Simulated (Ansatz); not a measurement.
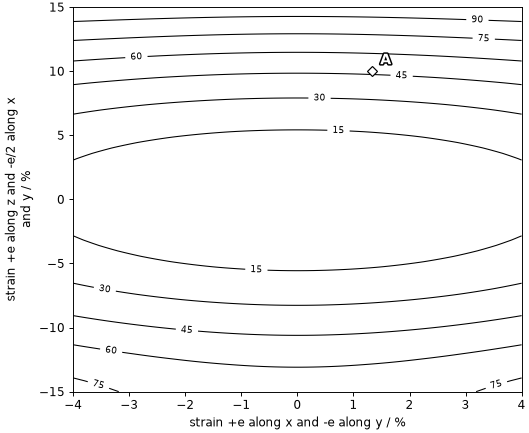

Hf (Fm-3m, No. 225; 1 atom in the cell). The energy is mapped over two homogeneous strains (x, y and z along the cube axes). The first coordinate is: strain +e along x and -e along y; the second: strain +e along z and -e/2 along x and y. Nothing is relaxed (symmetry fixes all fractional coordinates). The scan uses a 7 × 7 grid; 28 points were computed and 21 follow by symmetry. Points are written as (first, second). All energies are given in meV/atom relative to the lowest grid point. The calculation used DFT LDA, scalar-relativistic, plane waves, PAW in Ansatz 0.2.0. Settings: cutoff 420 eV, k-mesh 18×18×18, gaussian smearing 0.15 eV, no spin polarisation.

The picture shows contour lines labelled in meV/atom, the point A. Between grid points the surface is interpolated.

Question: Is A at rest? If not, where is it pushed?

Answer: A, at (1.33 %, 10 %), is not a stationary point. The computed force is 1.3 meV/atom for each 1 % towards smaller values of the first coordinate and 8.5 meV/atom for each 1 % towards smaller values of the second coordinate.
